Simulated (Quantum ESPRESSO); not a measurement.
**Run report: Re, band-structure run**

Re (P-1, 2 atoms in the cell), computed with Kohn-Sham DFT of a periodic cell, PBEsol with rVV10, GBRV 1.5 PBEsol, no spin polarisation (Quantum ESPRESSO 7.5).

The structure derives from an entry of the Crystallography Open Database.

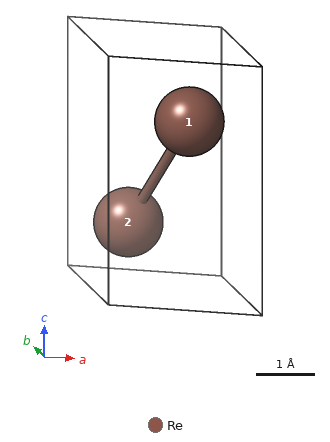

Figure 1. The structure (ball-and-stick view of the cell of the calculation, seen slightly off an axis; atoms are numbered from 1 in the order of the input). Near neighbours in the crystal (not all of them lie inside the picture): Re has 12 Re at 2.58 to 2.88 Å.

### Summary

```json
{"quantity": "outcome", "value": "converged"}
{"quantity": "space group (tolerance 0.01 Å)", "value": "P-1 (2)"}
{"quantity": "electrons treated", "value": "31"}
{"quantity": "free energy", "value": "−5152.4378 eV"}
{"quantity": "Fermi energy of the self-consistent step", "value": "24.897 eV"}
{"quantity": "gap on the k-point mesh", "value": "none (metallic)"}
{"quantity": "pressure", "value": "148.51 GPa"}
{"quantity": "largest force (length of the vector)", "value": "1.458 eV/Å"}
{"quantity": "hardware", "value": "1 thread of Intel Xeon @ 2.60GHz (Ice Lake), 24 GiB of memory available, shared host"}
{"quantity": "wall time", "value": "5.6 min"}
{"quantity": "peak memory", "value": "0.64 GiB"}
```

### Notes

Settings chosen away from the usual ones: tot_charge set to -1.0; kshift set to [1, 1, 1]. Further notes kept with the run: rVV10 parameter b fitted to another functional. Notes on the run: negative rho. Points of doubt noted for this run: rvv10 parameter b fitted to another functional. Spin–orbit coupling is left out, which matters for Re. The cell is under a pressure of 149 GPa at this level, so it is not at its equilibrium volume.

### Input file
```
&CONTROL
  calculation = 'scf'
  prefix = 'pwscf'
  outdir = './tmp'
  pseudo_dir = './pseudo'
  tprnfor = .true.
  tstress = .true.
  disk_io = 'low'
/
&SYSTEM
  ibrav = 0
  nat = 2
  ntyp = 1
  ecutwfc = 45
  ecutrho = 360
  nbnd = 23
  input_dft = 'sla+pw+psx+psc+vv10'
  occupations = 'smearing'
  smearing = 'fd'
  degauss = 0.00734986
  tot_charge = -1
/
&ELECTRONS
  conv_thr = 4d-10
  electron_maxstep = 120
  mixing_beta = 0.5
/
ATOMIC_SPECIES
Re   186.2070 re_pbesol_v1.2.uspp.F.UPF
CELL_PARAMETERS angstrom
   2.7608000000    0.0000000000    0.0000000000
  -1.3804000000    2.3909229348    0.0000000000
   0.0000000000    0.0000000000    4.4582000000
ATOMIC_POSITIONS crystal
Re     0.6014680000    0.2857870000    0.7172720000
Re     0.3102910000    0.6813800000    0.2377590000
K_POINTS automatic
11 11 6 1 1 1
```

### File bands.in
```
&CONTROL
  calculation = 'bands'
  prefix = 'pwscf'
  outdir = './tmp'
  pseudo_dir = './pseudo'
  disk_io = 'low'
  verbosity = 'high'
/
&SYSTEM
  ibrav = 0
  nat = 2
  ntyp = 1
  ecutwfc = 45
  ecutrho = 360
  nbnd = 23
  input_dft = 'sla+pw+psx+psc+vv10'
  occupations = 'smearing'
  smearing = 'fd'
  degauss = 0.00734986
  tot_charge = -1
/
&ELECTRONS
  conv_thr = 1d-08
  electron_maxstep = 120
  mixing_beta = 0.5
  diago_full_acc = .true.
/
ATOMIC_SPECIES
Re   186.2070 re_pbesol_v1.2.uspp.F.UPF
CELL_PARAMETERS angstrom
   2.7608000000    0.0000000000    0.0000000000
  -1.3804000000    2.3909229348    0.0000000000
   0.0000000000    0.0000000000    4.4582000000
ATOMIC_POSITIONS crystal
Re     0.6014680000    0.2857870000    0.7172720000
Re     0.3102910000    0.6813800000    0.2377590000
K_POINTS crystal
60
 0.0000000000  0.0000000000  0.0000000000 1
 0.0714285714  0.0000000000  0.0000000000 1
 0.1428571429  0.0000000000  0.0000000000 1
 0.2142857143  0.0000000000  0.0000000000 1
 0.2857142857  0.0000000000  0.0000000000 1
 0.3571428571  0.0000000000  0.0000000000 1
 0.4285714286  0.0000000000  0.0000000000 1
 0.5000000000  0.0000000000  0.0000000000 1
 0.4583333333  0.0833333333  0.0000000000 1
 0.4166666667  0.1666666667  0.0000000000 1
 0.3750000000  0.2500000000  0.0000000000 1
 0.3333333333  0.3333333333  0.0000000000 1
 0.2962962963  0.2962962963  0.0000000000 1
 0.2592592593  0.2592592593  0.0000000000 1
 0.2222222222  0.2222222222  0.0000000000 1
 0.1851851852  0.1851851852  0.0000000000 1
 0.1481481481  0.1481481481  0.0000000000 1
 0.1111111111  0.1111111111  0.0000000000 1
 0.0740740741  0.0740740741  0.0000000000 1
 0.0370370370  0.0370370370  0.0000000000 1
 0.0000000000  0.0000000000  0.0000000000 1
 0.0000000000  0.0000000000  0.1250000000 1
 0.0000000000  0.0000000000  0.2500000000 1
 0.0000000000  0.0000000000  0.3750000000 1
 0.0000000000  0.0000000000  0.5000000000 1
 0.0625000000  0.0000000000  0.5000000000 1
 0.1250000000  0.0000000000  0.5000000000 1
 0.1875000000  0.0000000000  0.5000000000 1
 0.2500000000  0.0000000000  0.5000000000 1
 0.3125000000  0.0000000000  0.5000000000 1
 0.3750000000  0.0000000000  0.5000000000 1
 0.4375000000  0.0000000000  0.5000000000 1
 0.5000000000  0.0000000000  0.5000000000 1
 0.4666666667  0.0666666667  0.5000000000 1
 0.4333333333  0.1333333333  0.5000000000 1
 0.4000000000  0.2000000000  0.5000000000 1
 0.3666666667  0.2666666667  0.5000000000 1
 0.3333333333  0.3333333333  0.5000000000 1
 0.3030303030  0.3030303030  0.5000000000 1
 0.2727272727  0.2727272727  0.5000000000 1
 0.2424242424  0.2424242424  0.5000000000 1
 0.2121212121  0.2121212121  0.5000000000 1
 0.1818181818  0.1818181818  0.5000000000 1
 0.1515151515  0.1515151515  0.5000000000 1
 0.1212121212  0.1212121212  0.5000000000 1
 0.0909090909  0.0909090909  0.5000000000 1
 0.0606060606  0.0606060606  0.5000000000 1
 0.0303030303  0.0303030303  0.5000000000 1
 0.0000000000  0.0000000000  0.5000000000 1
 0.5000000000  0.0000000000  0.5000000000 1
 0.5000000000  0.0000000000  0.4000000000 1
 0.5000000000  0.0000000000  0.3000000000 1
 0.5000000000  0.0000000000  0.2000000000 1
 0.5000000000  0.0000000000  0.1000000000 1
 0.5000000000  0.0000000000  0.0000000000 1
 0.3333333333  0.3333333333  0.0000000000 1
 0.3333333333  0.3333333333  0.1250000000 1
 0.3333333333  0.3333333333  0.2500000000 1
 0.3333333333  0.3333333333  0.3750000000 1
 0.3333333333  0.3333333333  0.5000000000 1
```

Launched with:
```bash
OMP_NUM_THREADS=1 pw.x -in pw.in > pw.out
OMP_NUM_THREADS=1 pw.x -in bands.in > bands.out
```

### Log
```
This program is part of the open-source Quantum ESPRESSO suite
     for quantum simulation of materials; please cite
         "P. Giannozzi et al., J. Phys.:Condens. Matter 21 395502 (2009);
         "P. Giannozzi et al., J. Phys.:Condens. Matter 29 465901 (2017);
         "P. Giannozzi et al., J. Chem. Phys. 152 154105 (2020);
          URL
     in publications or presentations arising from this work. More details at

     IMPORTANT: XC functional enforced from input :
     Exchange-correlation= SLA+PW+PSX+PSC+VV10
                           (   1   4  10   8  26   0   0)
     Any further DFT definition will be discarded
     Please, verify this is what you really want

     G-vector sticks info
     --------------------
     sticks:   dense  smooth     PW     G-vecs:    dense   smooth      PW
     Sum         673     349    121                22959     8075    1725

     Using Slab Decomposition

     bravais-lattice index     =            0
     lattice parameter (alat)  =       5.2172  a.u.
     unit-cell volume          =     198.5897 (a.u.)^3
     number of atoms/cell      =            2
     number of atomic types    =            1
     number of electrons       =        31.00
     number of Kohn-Sham states=           23
     kinetic-energy cutoff     =      45.0000  Ry
     charge density cutoff     =     360.0000  Ry
     scf convergence threshold =      4.0E-10
     mixing beta               =       0.5000
     number of iterations used =            8  plain     mixing
     Exchange-correlation= SLA+PW+PSX+PSC+VV10
                           (   1   4  10   8  26   0   0)

     celldm(1)=   5.217156  celldm(2)=   0.000000  celldm(3)=   0.000000
     celldm(4)=   0.000000  celldm(5)=   0.000000  celldm(6)=   0.000000

     crystal axes: (cart. coord. in units of alat)
               a(1) = (   1.000000   0.000000   0.000000 )
               a(2) = (  -0.500000   0.866025   0.000000 )
               a(3) = (   0.000000   0.000000   1.614822 )

     reciprocal axes: (cart. coord. in units 2 pi/alat)
               b(1) = (  1.000000  0.577350 -0.000000 )
               b(2) = (  0.000000  1.154701  0.000000 )
               b(3) = (  0.000000 -0.000000  0.619263 )

     PseudoPot. # 1 for Re read from file:
     re_pbesol_v1.2.uspp.F.UPF
     Pseudo is Ultrasoft + core correction, Zval = 15.0
     Generated by new atomic code, or converted to UPF format
     Using radial grid of  981 points,  8 beta functions with:
                l(1) =   0
                l(2) =   0
                l(3) =   1
                l(4) =   1
                l(5) =   2
                l(6) =   2
                l(7) =   3
                l(8) =   3
     Q(r) pseudized with  8 coefficients,  rinner =    1.150   1.150   1.150
                                                       1.150   1.150   1.150
                                                       1.150

     atomic species   valence    mass     pseudopotential
     Re               15.00   186.20700     Re( 1.00)

     No symmetry found

   Cartesian axes

     site n.     atom                  positions (alat units)
         1        Re     tau(   1) = (   0.4585745   0.2474988   1.1582665  )
         2        Re     tau(   2) = (  -0.0303990   0.5900924   0.3839384  )

     number of k points=  1089  Fermi-Dirac smearing, width (Ry)=  0.0073

     Number of k-points >= 100: set verbosity='high' to print them.

     Dense  grid:    22959 G-vectors     FFT dimensions: (  32,  32,  54)

     Smooth grid:     8075 G-vectors     FFT dimensions: (  24,  24,  36)

     Initial potential from superposition of free atoms

     starting charge      28.9999, renormalised to      31.0000

     negative rho (up, down):  2.877E-01 0.000E+00

Carrying out rVV10 run using the following parameters:
Nqs =      20    Nr_points =    1024   r_max =   100.000
b_value =  6.30000    beta =  0.00901
     q_mesh =  0.00010000  0.00030000  0.00058939  0.00100810
               0.00161396  0.00249058  0.00375900  0.00559430
               0.00824984  0.01209221  0.01765183  0.02569619
               0.03733578  0.05417739  0.07854596  0.11380545
               0.16482331  0.23864234  0.34545298  0.50000000

Gradients computed in Reciprocal space

     Starting wfcs are   26 randomized atomic wfcs

     Self-consistent Calculation

     iteration #  1     ecut=    45.00 Ry     beta= 0.50
     Davidson diagonalization with overlap
     ethr =  1.00E-02,  avg # of iterations =  3.7

     negative rho (up, down):  2.873E-01 0.000E+00

     total energy              =    -378.56313299 Ry
     estimated scf accuracy    <       0.86125417 Ry

     iteration #  2     ecut=    45.00 Ry     beta= 0.50
     Davidson diagonalization with overlap
     ethr =  2.78E-03,  avg # of iterations =  2.0

     negative rho (up, down):  2.826E-01 0.000E+00

     total energy              =    -378.69184998 Ry
     estimated scf accuracy    <       0.01433935 Ry

     iteration #  3     ecut=    45.00 Ry     beta= 0.50
     Davidson diagonalization with overlap
     ethr =  4.63E-05,  avg # of iterations =  4.1

     negative rho (up, down):  2.810E-01 0.000E+00

     total energy              =    -378.69686472 Ry
     estimated scf accuracy    <       0.00182103 Ry

     iteration #  4     ecut=    45.00 Ry     beta= 0.50
     Davidson diagonalization with overlap
     ethr =  5.87E-06,  avg # of iterations =  3.3

     negative rho (up, down):  2.784E-01 0.000E+00

     total energy              =    -378.69716694 Ry
     estimated scf accuracy    <       0.00013879 Ry

     iteration #  5     ecut=    45.00 Ry     beta= 0.50
     Davidson diagonalization with overlap
     ethr =  4.48E-07,  avg # of iterations =  2.3

     negative rho (up, down):  2.779E-01 0.000E+00

     total energy              =    -378.69718791 Ry
     estimated scf accuracy    <       0.00002554 Ry

     iteration #  6     ecut=    45.00 Ry     beta= 0.50
     Davidson diagonalization with overlap
     ethr =  8.24E-08,  avg # of iterations =  2.0

     negative rho (up, down):  2.779E-01 0.000E+00

     total energy              =    -378.69719129 Ry
     estimated scf accuracy    <       0.00002955 Ry

     iteration #  7     ecut=    45.00 Ry     beta= 0.50
     Davidson diagonalization with overlap
     ethr =  8.24E-08,  avg # of iterations =  1.0

     negative rho (up, down):  2.778E-01 0.000E+00

     total energy              =    -378.69719371 Ry
     estimated scf accuracy    <       0.00000092 Ry

     iteration #  8     ecut=    45.00 Ry     beta= 0.50
     Davidson diagonalization with overlap
     ethr =  2.95E-09,  avg # of iterations =  2.0

     negative rho (up, down):  2.778E-01 0.000E+00

     total energy              =    -378.69719398 Ry
     estimated scf accuracy    <       0.00000004 Ry

     iteration #  9     ecut=    45.00 Ry     beta= 0.50
     Davidson diagonalization with overlap
     ethr =  1.33E-10,  avg # of iterations =  2.3

     negative rho (up, down):  2.778E-01 0.000E+00

     total energy              =    -378.69719399 Ry
     estimated scf accuracy    <          9.1E-10 Ry

     iteration # 10     ecut=    45.00 Ry     beta= 0.50
     Davidson diagonalization with overlap
     ethr =  2.93E-12,  avg # of iterations =  3.7

     negative rho (up, down):  2.778E-01 0.000E+00

     End of self-consistent calculation

     Number of k-points >= 100: set verbosity='high' to print the bands.

     the Fermi energy is    24.8970 ev

!    total energy              =    -378.69719399 Ry
     estimated scf accuracy    <          4.9E-11 Ry
     smearing contrib. (-TS)   =      -0.00335372 Ry
     internal energy E=F+TS    =    -378.69384026 Ry

     The total energy is F=E-TS. E is the sum of the following terms:
     one-electron contribution =     -30.78845064 Ry
     hartree contribution      =      37.68597549 Ry
     xc contribution           =    -105.37601817 Ry
     ewald contribution        =    -280.21534694 Ry

     convergence has been achieved in  10 iterations

     negative rho (up, down):  2.778E-01 0.000E+00

     Forces acting on atoms (cartesian axes, Ry/au):

     atom    1 type  1   force =     0.01019771    0.04482172    0.03323728
     atom    2 type  1   force =    -0.01019771   -0.04482172   -0.03323728

     Total force =     0.080221     Total SCF correction =     0.000015

     Computing stress (Cartesian axis) and pressure

     negative rho (up, down):  2.778E-01 0.000E+00
          total   stress  (Ry/bohr**3)                   (kbar)     P=     1485.14
   0.01006532  -0.00004986   0.00004553         1480.66       -7.33        6.70
  -0.00004986   0.01043857   0.00024657           -7.33     1535.57       36.27
   0.00004553   0.00024657   0.00978337            6.70       36.27     1439.18

=------------------------------------------------------------------------------=
   JOB DONE.
=------------------------------------------------------------------------------=
```

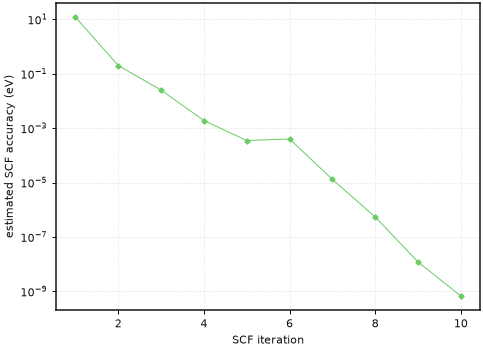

Figure 2. Convergence of the self-consistent field: estimated SCF accuracy against the iteration. The field takes 10 iterations in all.

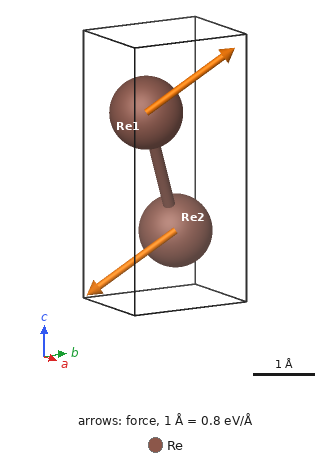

Figure 3. Forces on the atoms as orange arrows (ball-and-stick view of the cell of the calculation, seen slightly off an axis; atoms are numbered from 1 in the order of the input). The largest act on Re1, Re2 (1.46 eV/Å). The geometry is not a stationary point of this energy.
